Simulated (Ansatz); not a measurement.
## Ga: geometry relaxation (part 2 of 2)

Ga (Cmcm, 2 atoms in the cell); DFT PBEsol, scalar-relativistic, plane waves, PAW, no spin polarisation (Ansatz 0.2.0); cutoff 420 eV, 16×16×14 k-mesh, Gaussian smearing of 0.1 eV. The structure derives from an entry of the Crystallography Open Database.

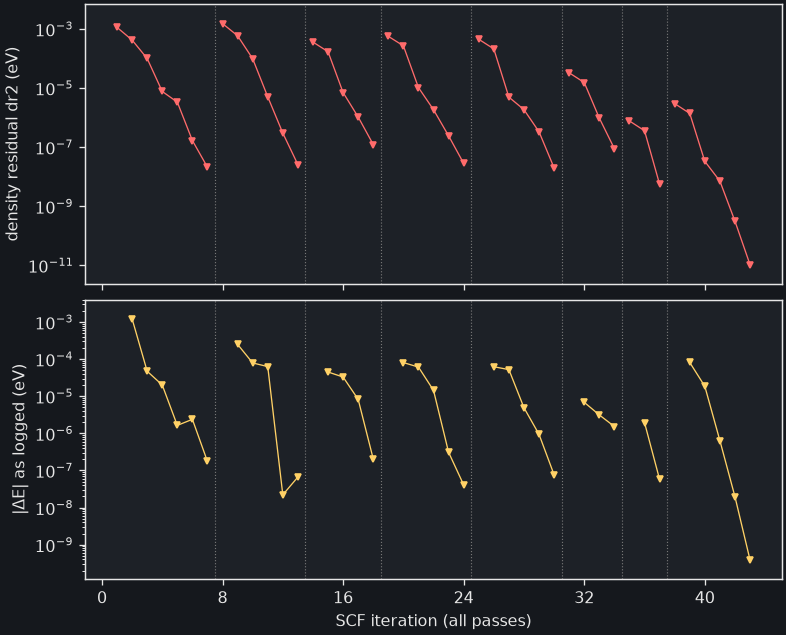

Convergence of the self-consistent field: density residual dr2 and size of the energy change against the SCF iteration. The dotted lines part the SCF passes of the relaxation: geometry steps, rejected trials and re-solves on a re-selected basis. The 8 passes take 3 to 7 iterations each, 43 in all.

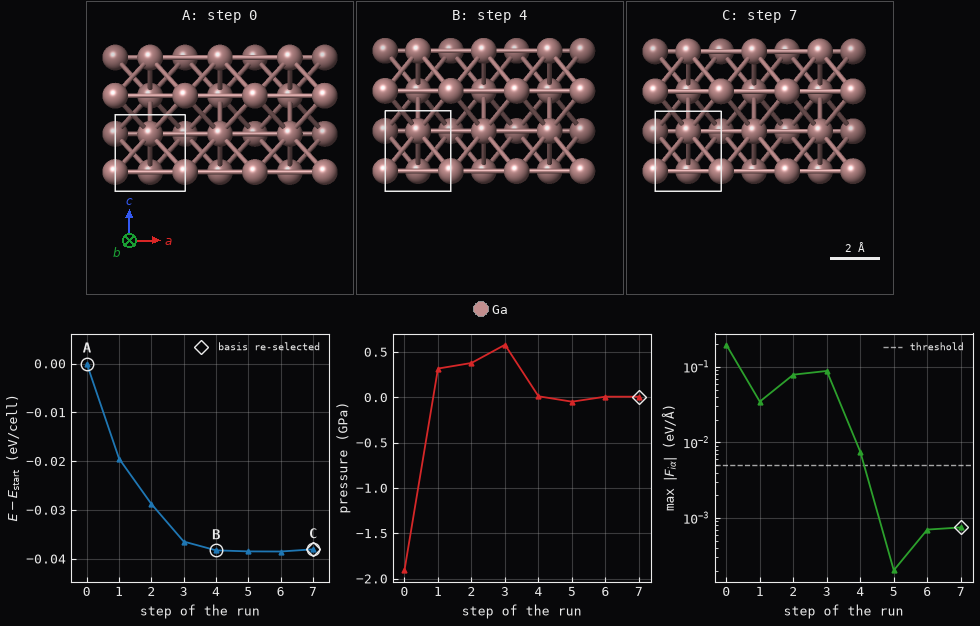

Frames of the relaxation (ball-and-stick view of the cell 2 times as large as that of the calculation, set on its symmetry axes, repeated 3 × 1 × 2, along the b axis) above the curves, on which the letters mark them (the first geometry is step 0 here and step 1 in the log).

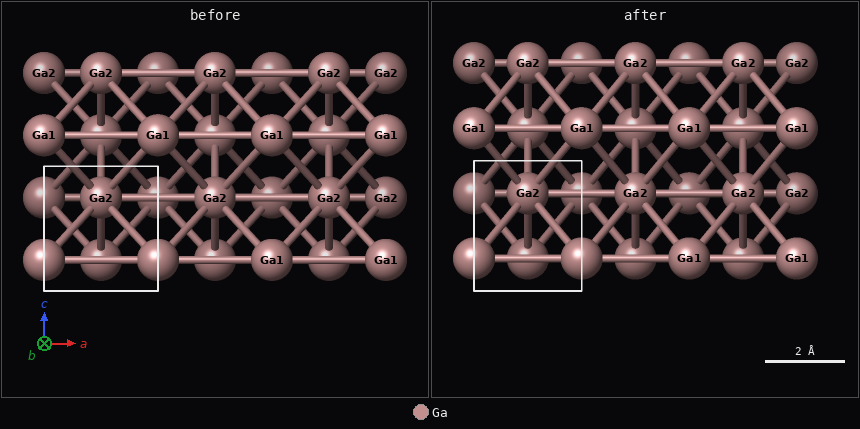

Before (left) and after (right) the relaxation, at one scale (ball-and-stick view of the cell 2 times as large as that of the calculation, set on its symmetry axes, repeated 3 × 1 × 2, along the b axis). The energy falls by 38.5 meV per cell of the calculation in 6 geometry steps. Largest force component: 0.2 eV/Å at the start, 0.00075 eV/Å at the end. The pressure goes from −1.91 to 0.01 GPa. The largest moves relative to the cell, 0.007 Å, are those of Ga1 and Ga2. The volume changes by −4.0 %, with a 2.900 → 2.738 Å (−5.6 %), b 8.130 → 7.905 Å (−2.8 %), c 3.170 → 3.314 Å (+4.5 %). Distances before and after: Ga1–Ga1 2.900 → 2.738 Å, Ga1–Ga2 2.869 → 2.827 Å. The space group stays Cmcm (No. 63). A last SCF at the same geometry on a re-selected plane-wave basis shifts the energy by +0.4 meV per cell of the calculation. (Atoms are counted from 1 in the order of the input.)

```
basis re-selected at this cell: Δ(F+E_penalty+E_count) = +4.439e-4 eV, ΔP = -0.000 GPa vs the last step (what re-selecting the basis moved, of the pressure what is left beyond the Pulay correction that the steps carried, after the strain that the cell walked since its last selection, with what the two solves' SCF thresholds leave and, on support functions, any second-order correction that the steps lacked; it is no measure of the basis error at this ecutwfc). This SCF's stress stands 3.23e-2 GPa from its target on what of the cell is left free (relax.cell.stress_tol is 5.00e-2 GPa) and its largest allowed force component is 7.50e-4 eV/Å (relax.f_tol is 5.00e-3 eV/Å): within both
SCF converged after 6 iterations
Free energy (F): -7486.387720 eV
Harris-Foulkes:  -7486.387720 eV  (|F-HF|=7.28e-12)
Internal energy: -7486.384109 eV  (E = F + TS)
E sigma→0 (E₀):  -7486.385915 eV
Entropy (-TS):   -0.003611 eV (-1.805 meV/atom)
Fermi energy:    10.278338 eV
--- Per-component energies (eV) ---
  E_band       = -60.382761
  E_kinetic    = 231.099779
  E_local      = -3545.195546  (includes V_loc(G=0)·N_el)
  E_nonlocal   = 847.201934
  E_hartree    = 1668.261004
  E_xc         = -138.310744
  E_vxc        = -117.540112  (∫ρ·V_xc dr)
  E_paw        = -3893.086437  (= ΣΔE_a)
  E_vpaw       = -812.470814  (= ΣTr[D̂ρ^β])
  E_aug_tail   = -0.000205  (compensation charges beyond the density's cutoff)
  E_ewald      = -2658.079851
  E_core_change = 1.725956  (= ΣΔE_core)
  E_smearing   = -0.003611  (= −TS)
  E_closure    = -0.000000  (closes the sum)
  Σ components = -7486.387720   (vs F -7486.387720, Δ=0.00e0)
--- Forces (eV/Å), atoms counted from 1 ---
  atom   1  Ga     0.00000000    -0.00074952    -0.00000000
  atom   2  Ga     0.00000000     0.00074952     0.00000000
  max |Σ_I F_I| component: 0.00e0 eV/Å
--- Stress (GPa, compression-positive) ---
       -0.018007       0.000000       0.000000
        0.000000       0.032310      -0.000000
        0.000000      -0.000000       0.005964
  P = ⅓ Tr σ = 0.0068 GPa (0.068 kbar)
--- Band table (eV; the first three rows and the last of 584) ---
  k-point 0: bands = ["-4.9552", "-4.9535", "-4.8961", "-4.8953", "-4.5962", "-4.5960", "-4.5474", "-4.5402", "-4.5310", "-4.3909", "-1.3062", "8.1474", "8.8013", "11.6623", "15.5129", "19.9372", "20.6832"]
  k-point 1: bands = ["-4.9646", "-4.9412", "-4.8963", "-4.8842", "-4.6083", "-4.6064", "-4.5361", "-4.5328", "-4.5308", "-4.3997", "-1.2351", "8.2312", "8.6692", "11.1549", "16.3381", "20.0012", "20.0607"]
  k-point 2: bands = ["-4.9744", "-4.9170", "-4.8972", "-4.8578", "-4.6307", "-4.6271", "-4.5388", "-4.5161", "-4.5130", "-4.4248", "-1.0214", "8.0786", "8.4809", "10.5544", "18.0759", "18.7989", "18.8045"]
  k-point 583: bands = ["-4.8969", "-4.8969", "-4.8255", "-4.8255", "-4.6182", "-4.6182", "-4.5771", "-4.5771", "-4.5394", "-4.5394", "4.0731", "4.0731", "5.6778", "5.6778", "21.3260", "21.3260", "22.5290"]
--- Relaxed structure (7 steps of the walk, 7 accepted, 1 SCFs on fresh bases) ---
  F+E_penalty+E_count = -7486.38772003 eV   max|allowed force component| = 7.495e-4 eV/Å   (the final SCF, on the basis selected at the relaxed cell)
  cell:  # Å, volume = 35.8620 Å³
    - [1.36899020727955, -3.9525606226108785, 0.0]
    - [1.36899020727955, 3.9525606226108785, 0.0]
    - [0.0, 0.0, 3.3137977956559928]
  atoms:
    - { symbol: Ga, position: [0.8661296379332044, 0.13387036206679587, 0.25] }
    - { symbol: Ga, position: [0.13387036206679587, 0.8661296379332044, 0.7499999999999999] }
```

### Trajectory as extended XYZ (Å, eV, eV/Å), 8 frames, from step=1 to step=8
```
2
Lattice="1.4500 -4.0650 0.0000 1.4500 4.0650 0.0000 0.0000 0.0000 3.1700" Properties=species:S:1:pos:R:3:forces:R:3 step=1 energy=-7486.34965 pressure_GPa=-1.91
Ga    1.4500   -2.9837    0.7925    0.0000   0.1962   0.0000
Ga    1.4500    2.9837    2.3775    0.0000  -0.1962   0.0000
2
Lattice="1.4128 -4.0034 0.0000 1.4128 4.0034 0.0000 0.0000 0.0000 3.1670" Properties=species:S:1:pos:R:3:forces:R:3 step=2 energy=-7486.36914 pressure_GPa=0.32
Ga    1.4128   -2.9171    0.7918    0.0000  -0.0347   0.0000
Ga    1.4128    2.9171    2.3753    0.0000   0.0347   0.0000
2
Lattice="1.3948 -3.9679 0.0000 1.3948 3.9679 0.0000 0.0000 0.0000 3.2264" Properties=species:S:1:pos:R:3:forces:R:3 step=3 energy=-7486.37843 pressure_GPa=0.38
Ga    1.3948   -2.8906    0.8066    0.0000  -0.0789   0.0000
Ga    1.3948    2.8906    2.4198    0.0000   0.0789   0.0000
2
Lattice="1.3739 -3.9390 0.0000 1.3739 3.9390 0.0000 0.0000 0.0000 3.2859" Properties=species:S:1:pos:R:3:forces:R:3 step=4 energy=-7486.38612 pressure_GPa=0.58
Ga    1.3739   -2.8733    0.8215    0.0000  -0.0883   0.0000
Ga    1.3739    2.8733    2.4644    0.0000   0.0883   0.0000
2
Lattice="1.3643 -3.9472 0.0000 1.3643 3.9472 0.0000 0.0000 0.0000 3.3297" Properties=species:S:1:pos:R:3:forces:R:3 step=5 energy=-7486.38792 pressure_GPa=0.01
Ga    1.3643   -2.8919    0.8324    0.0000   0.0075   0.0000
Ga    1.3643    2.8919    2.4972    0.0000  -0.0075   0.0000
2
Lattice="1.3691 -3.9513 0.0000 1.3691 3.9513 0.0000 0.0000 0.0000 3.3176" Properties=species:S:1:pos:R:3:forces:R:3 step=6 energy=-7486.38814 pressure_GPa=-0.05
Ga    1.3691   -2.8934    0.8294    0.0000   0.0002   0.0000
Ga    1.3691    2.8934    2.4882    0.0000  -0.0002   0.0000
2
Lattice="1.3690 -3.9526 0.0000 1.3690 3.9526 0.0000 0.0000 0.0000 3.3138" Properties=species:S:1:pos:R:3:forces:R:3 step=7 energy=-7486.38816 pressure_GPa=0.01
Ga    1.3690   -2.8943    0.8284    0.0000  -0.0007   0.0000
Ga    1.3690    2.8943    2.4853    0.0000   0.0007   0.0000
2
Lattice="1.3690 -3.9526 0.0000 1.3690 3.9526 0.0000 0.0000 0.0000 3.3138" Properties=species:S:1:pos:R:3:forces:R:3 step=8 energy=-7486.38772 pressure_GPa=0.01
Ga    1.3690   -2.8943    0.8284    0.0000  -0.0008   0.0000
Ga    1.3690    2.8943    2.4853    0.0000   0.0008   0.0000
```

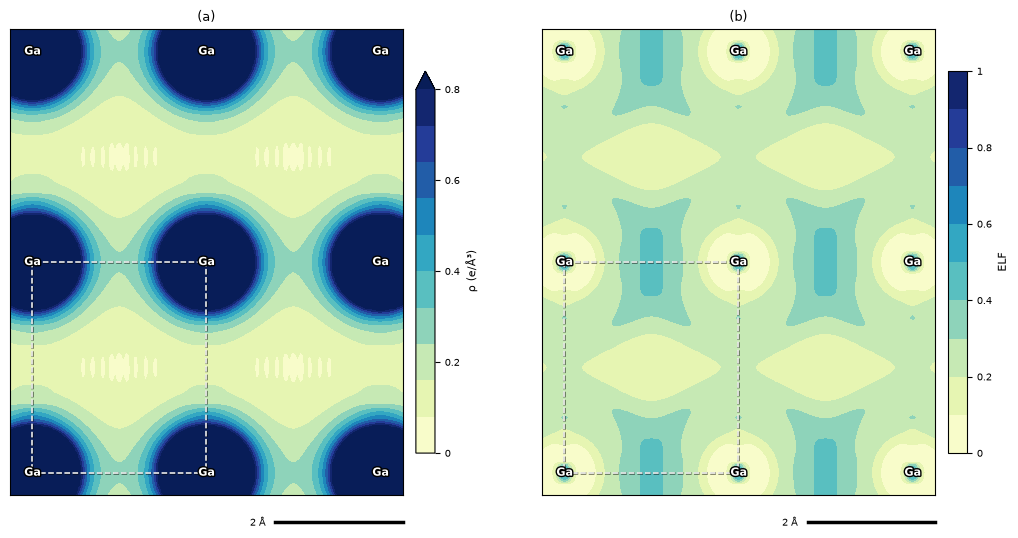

(a) valence electron density; (b) electron localisation function on the (010) plane of the conventional cell. Away from the nuclei the density in this plane falls to 0.07 e/Å³ at its lowest. In a PAW calculation such maps are meaningful between the atoms, not at the nuclei.

This output came from the following input.

### Input file
```yaml
crystal:
  lattice:
    - [1.45, -4.065, 0.0]
    - [1.45, 4.065, 0.0]
    - [0.0, 0.0, 3.17]
  atoms:
    - { symbol: Ga, position: [0.867, 0.133, 0.25] }
    - { symbol: Ga, position: [0.133, 0.867, 0.75] }
basis:
  ecutwfc: 420
kpoints:
  mp_grid: { grid: [16, 16, 14] }
hamiltonian:
  xc: pbesol
scf:
  occupations: { method: gaussian, width: 0.1 }
output:
  forces: true
  stress: true
  eigenvalues: true
  write_density: true
  write_potential: true
  elf: true
  volumetric_format: npy
relax:
  adjacent_minimum: "off"
  f_tol: 0.005
  max_steps: 80
  cell: { stress_tol: 0.05 }
```

Run as:
```bash
ansatz run input.yaml --threads 1 --pin off --max-ram 3072MiB --backend cpu --events-out ev --progress --plain --runs-dir out
```

### Summary

| quantity | value |
| --- | --- |
| outcome | converged |
| space group (tolerance 0.01 Å) | Cmcm (63) |
| electrons treated | 26 |
| free energy | −7486.3877 eV |
| Fermi energy | 10.278 eV |
| gap on the k-point mesh | none (metallic) |
| pressure | 0.01 GPa |
| final volume | 35.86 Å³ |
| largest force (length of the vector) at the end | 0.001 eV/Å |
| final cell | a = 4.183 Å, b = 4.183 Å, c = 3.314 Å, α = 90.00°, β = 90.00°, γ = 141.79° |
| hardware | 1 thread of Arm Neoverse V2, 24 GiB of memory available, shared host |
| wall time | 2.5 min |
| peak memory | 0.6 GiB |
